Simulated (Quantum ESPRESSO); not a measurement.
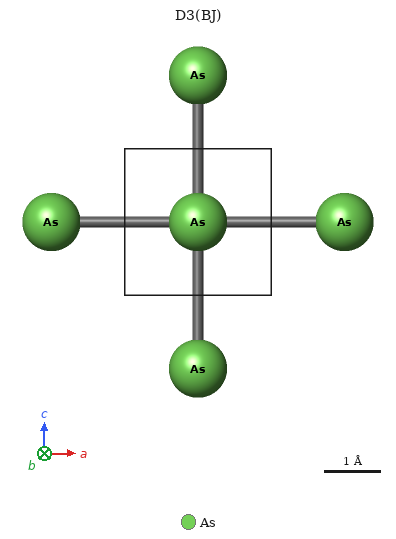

A crystal of As (set up in Pm-3m), relaxed (cell and atoms) with several dispersion corrections. The picture shows the result with D3(BJ). A ball-and-stick model of the cell of the calculation, seen along the b axis.

Computed with Quantum ESPRESSO 7.5: PBEsol, GBRV 1.5 PBEsol. Set-up: plane-wave cutoff 612.3 eV; k-point mesh 10 × 10 × 10; occupations fermi-dirac; smearing width 0.05 eV; optimiser FIRE; no spin polarisation.

```csv
dispersion correction,volume (Å³/atom),a (Å)
D3(BJ),18.872,2.662
D3,19.330,2.684
D4,19.037,2.670
none,?,?
```

Question: Estimate the missing row from the others, and compare with the calculation.

Answer: With none the volume is the largest of the series, above D3 (19.330). The calculation gives 19.541 Å³/atom (a = 2.693 Å). In order of volume: D3(BJ) < D4 < D3 < none; the spread is 3.5 %.

Each member starts from this one structure; whether another phase lies lower wasn't checked.
